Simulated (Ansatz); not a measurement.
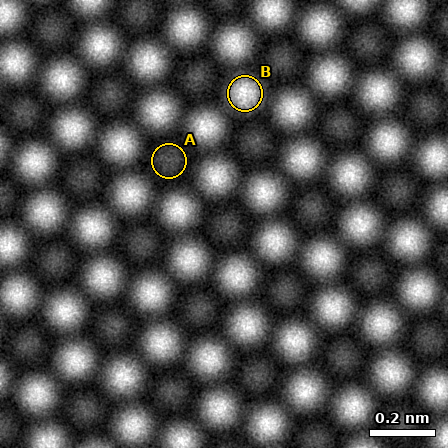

Dark-field STEM-like image of Mo (P-3m1, No. 164) along [001]. Simulated incoherent Z contrast: every atom adds Z^1.8 spread by a probe of 0.88 Å full width; channelling and multiple scattering are left out. The display is stretched by a gamma of 0.8; percentages refer to the linear signal. Shot noise was added. Atomic positions: the end point of a relaxation with Ansatz, DFT PBEsol, scalar-relativistic, plane waves, PAW; the starting structure was generated, so it need not be a known form of this composition.

```cif
data_structure
_symmetry_space_group_name_H-M 'P-3m1'
_symmetry_Int_Tables_number 164
_cell_length_a 2.7395
_cell_length_b 2.7395
_cell_length_c 16.7945
_cell_angle_alpha 90.000
_cell_angle_beta 90.000
_cell_angle_gamma 120.000
_cell_volume 109.15
loop_
_atom_site_label
_atom_site_type_symbol
_atom_site_symmetry_multiplicity
_atom_site_Wyckoff_symbol
_atom_site_fract_x
_atom_site_fract_y
_atom_site_fract_z
_atom_site_occupancy
Mo1 Mo 2 d 0.33333 0.66667 0.78481 1
Mo2 Mo 2 d 0.66667 0.33333 0.92843 1
Mo3 Mo 2 d 0.33333 0.66667 0.35804 1
Mo4 Mo 1 b 0.00000 0.00000 0.50000 1
```

Q: What lies under each ring?

A: Mo (1 Mo per 16.79 Å along the beam; about 25 % of the brightest peak). B: Mo (3 Mo per 16.79 Å along the beam; the brightest kind). Brightness is counted from the darkest point of the image.
